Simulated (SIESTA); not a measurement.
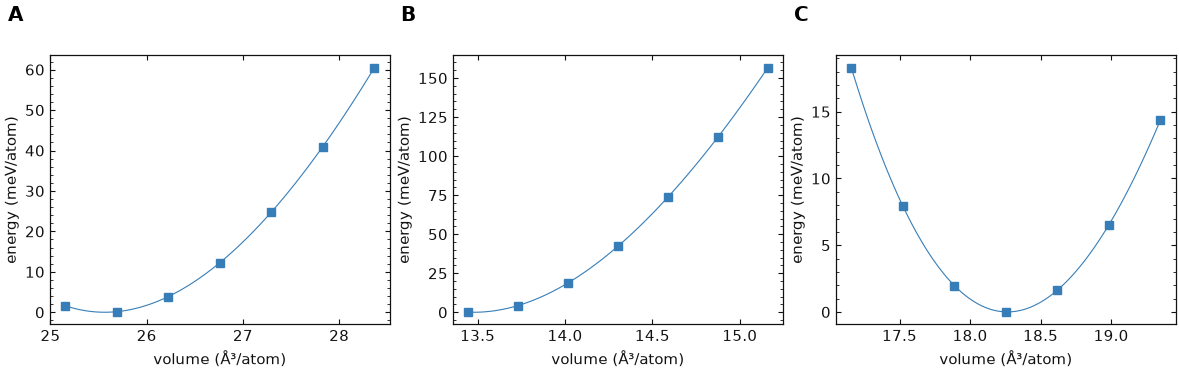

Each panel shows the energy against volume for one of these solids: Ge, Cmcm (No. 63); Rh, P6_3/mmc (No. 194); TiTe₂, P-3m1 (No. 164).

Method: DFT in numerical atomic orbitals with pseudopotentials, no spin polarisation; energies at scaled volumes of the given cell, shape and fractions fixed, counted from the fit's minimum, third-order Birch-Murnaghan fit (SIESTA 5.4.2). Level: LDA.

> Which panel belongs to which solid?

A is TiTe₂ (energy from 0.14 meV/atom to 60.49 meV/atom, V0 25.56 Å³/atom, B0 76.3 GPa); B is Rh (energy from 0 meV/atom to 157 meV/atom, V0 13.48 Å³/atom, B0 304 GPa); C is Ge (energy from −0.02 meV/atom to 18.30 meV/atom, V0 18.27 Å³/atom, B0 78.8 GPa).

For Ge, limits of the calculation: mulliken charges of long orbitals; shape and atomic fractions are frozen while scaling, which makes layered, chain and framework solids too stiff.

For Rh, limits of the calculation: the fit and the printed pressures don't fully agree, or the minimum lies near the end of the range; mulliken charges of long orbitals; shape and atomic fractions are frozen while scaling, which makes layered, chain and framework solids too stiff.

For TiTe₂, limits of the calculation: mulliken charges of long orbitals; shape and atomic fractions are frozen while scaling, which makes layered, chain and framework solids too stiff.
